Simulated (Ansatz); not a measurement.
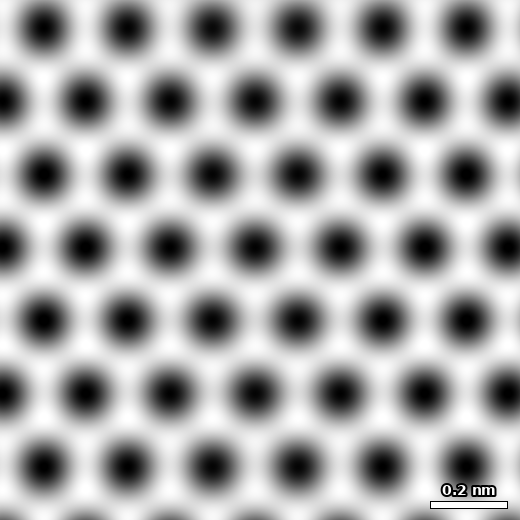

Phase-contrast TEM-like image of Co (Im-3m, No. 229) along [111]. Simulated in the weak-phase-object approximation with neutral-atom potentials: 300 kV, Cs = 0.60 mm, defocus −412 Å (negative is underfocus), defocus spread 30 Å, aperture 0.58 1/Å. Structure: coordinates from a relaxation with DFT, revPBE, plane waves (420 eV) with PAW, scalar-relativistic in Ansatz 0.2.0; the starting structure was generated, so it need not be a known form of this composition.

What point resolution do these settings give, and which lattice spacings pass?

Answer. About 1.7 Å (0.66 |Cs|^(1/4) λ^(3/4) with λ = 0.0197 Å). The spacings that carry visible contrast are {110} at 1.97 Å.

Do the atom columns appear dark or bright, and why?

Answer. Dark. With positive Cs and underfocus sin χ is negative over the pass band, so the strongest columns (Co) come out darker than the background.
